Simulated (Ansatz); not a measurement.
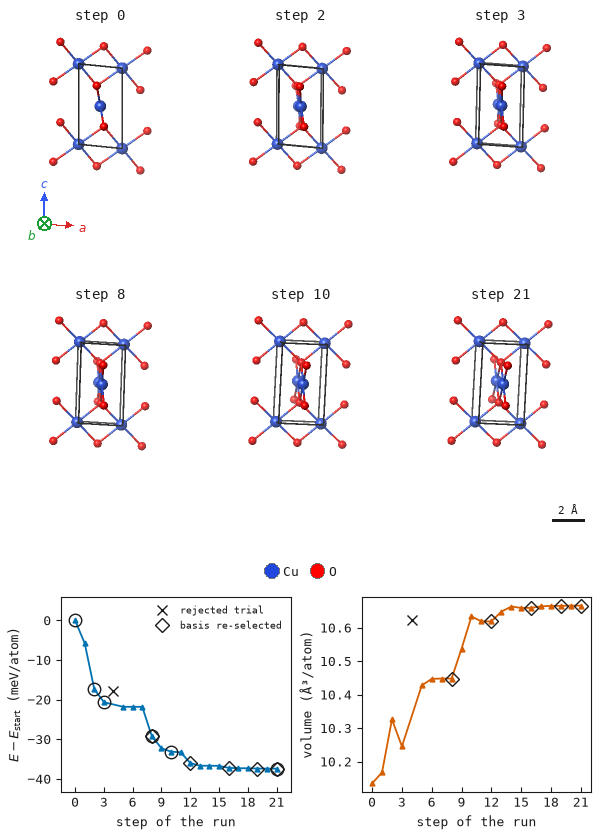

Frames of a relaxation of a crystal of CuO (set up in C2/c), marked on the history of the run. Style: ball-and-stick. Shown: the cell of the calculation, along the b axis.

The run lets cell and atoms move.

Level of theory: Ansatz 0.2.0, Kohn-Sham DFT of a periodic cell, PBEsol, Ansatz PAW.

Input
```yaml
crystal:
  lattice:
    - [2.34185, -1.7113, 0.0]
    - [2.34185, 1.7113, 0.0]
    - [-0.8500274268, 0.0, 5.0578693947]
  atoms:
    - { symbol: Cu, position: [0.5, 0.0, 0.5] }
    - { symbol: Cu, position: [0.0, 0.5, 0.0] }
    - { symbol: O, position: [0.4184, 0.5816, 0.75] }
    - { symbol: O, position: [0.5816, 0.4184, 0.25] }
hamiltonian:
  xc: pbesol
  pseudopotentials: { kind: paw }
kpoints:
  mp_grid: { grid: [10, 10, 5] }
scf:
  occupations: { method: fermi_dirac, width: 0.05 }
output:
  forces: true
  stress: true
relax:
  f_tol: 0.01
  max_steps: 40
  cell: { stress_tol: 0.05 }
```

Command:
```bash
ansatz run input.yaml --threads 2 --pin off --max-ram 5120MiB --backend cpu --events-out ev --progress --plain --runs-dir out
```

What happens along the run?

Answer. The largest moves relative to the cell, 0.33 Å, are those of O atoms. Cu stays in place. Cell: a = b 2.900 → 2.895 Å (−0.2 %), c 5.129 → 5.090 Å (−0.8 %), α 97.7° → 90.0°, β 97.7° → 90.0°, γ 72.3° → 89.8°. Volume +5.2 %. Near-neighbour distances that change, for instance: Cu–O 1.961 → 1.927 Å. Among the angles between lasting bonds that change: Cu–O–Cu 145.8° → 116.0°, Cu–O–Cu 104.0° → 115.7°, Cu–O–Cu 108.8° → 115.9°. The space group (tolerance 0.01 Å) goes from C2/c (No. 15) to Cccm (No. 66). The energy falls by 37.4 meV per atom in 15 accepted moves (21 points after the start). Largest force component: 0.36 eV/Å at the start, under 0.0001 eV/Å at the end. Pressure: −2.72 GPa at the start and 0.00 GPa at the end. The line search rejected the trial step at point 4 of the run. At 5 points the geometry stayed and the basis and grid were re-selected for the new cell (energy shift of 7.4 meV per atom at most each time). From step 0 to 2: O atoms move most (0.12 Å), volume +1.9 %, energy −17.4 meV per atom. From step 2 to 3: O atoms move most (0.07 Å), volume −0.8 %, energy −3.3 meV per atom. From step 3 to 8: O atoms move most (0.04 Å), volume +2.0 %, energy −8.6 meV per atom. From step 8 to 10: O atoms move most (0.07 Å), volume +1.8 %, energy −3.9 meV per atom. From step 10 to 21: volume +0.3 %, energy −4.3 meV per atom.
